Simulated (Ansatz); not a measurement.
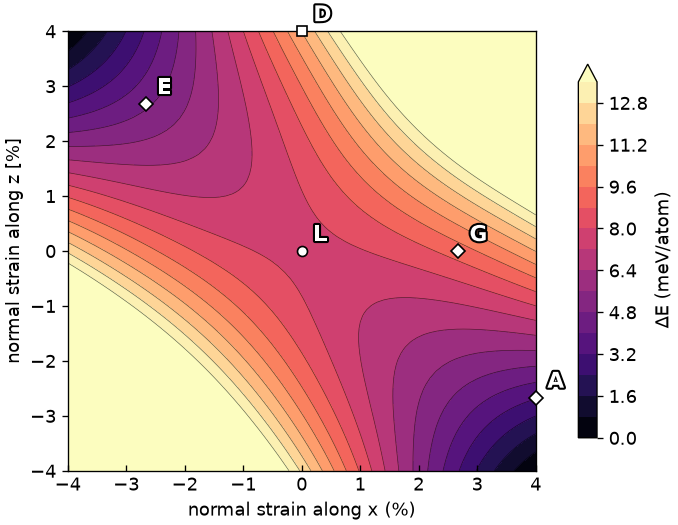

Zn (Im-3m, No. 229; 1 atom in the cell). 
- The energy is mapped over two homogeneous strains (x, y and z along the cube axes).
- First axis: normal strain along x. Second axis: normal strain along z.
- Nothing is relaxed (symmetry fixes all fractional coordinates).
- The scan uses a 7 × 7 grid; 28 points were computed and 21 follow by symmetry.
- Energies are in meV/atom, from the lowest grid point.
- The calculation used Ansatz 0.2.0, DFT LDA, scalar-relativistic, plane waves, PAW. Settings: cutoff 520 eV, k-mesh 20×20×20, gaussian smearing 0.15 eV, no spin polarisation.

Drawn: filled contours, one colour for all values above the top of the scale, lettered points. Between grid points the surface is interpolated.

> Is L the lowest point of the computed grid?

No. L lies 7.8 meV/atom above the lowest grid point, which is at normal strain along x = −4.00 %, normal strain along z = 4.00 %.

> What kind of point is each of G, L: minimum, saddle, maximum or slope?

G: on a slope; L: saddle point. (In these two coordinates alone; a stationary point may lie a little off the grid point.)

> Which space group has the cell at each letter?

A: Immm; D: I4/mmm; E: Immm; G: I4/mmm; L: Im-3m.
